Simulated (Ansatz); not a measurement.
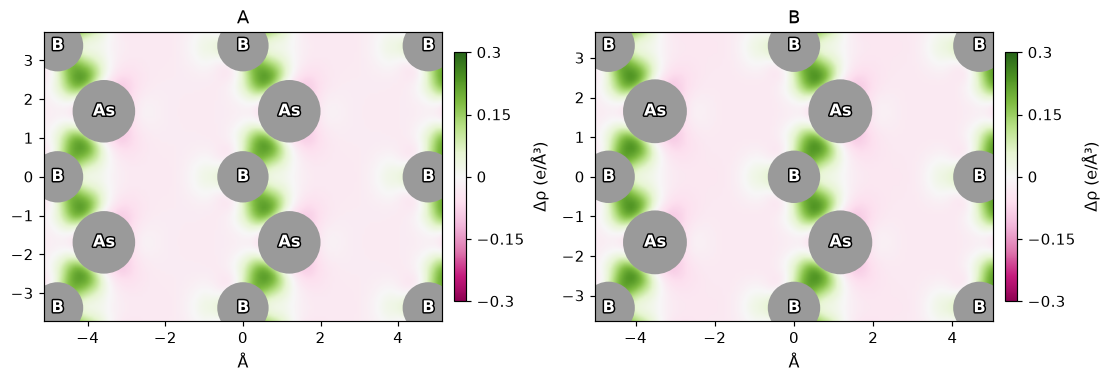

BAs: deformation density on the (110) plane of the conventional cell at two volumes, with the same fractional coordinates and one colour scale. Grey discs cover the cores. Panel B has 94 % of the volume of panel A.

Space group F-43m.

Method: Ansatz, DFT PBE, scalar-relativistic, plane waves, PAW.

**What changes between the database cell and the scaled one?**

The pressure is 3 GPa in A and 13 GPa in B.
- Bader charges stay at B +0.13 and As −0.13 e.
- The rearranged charge is 0.26 e an atom in A and 0.27 e in B.
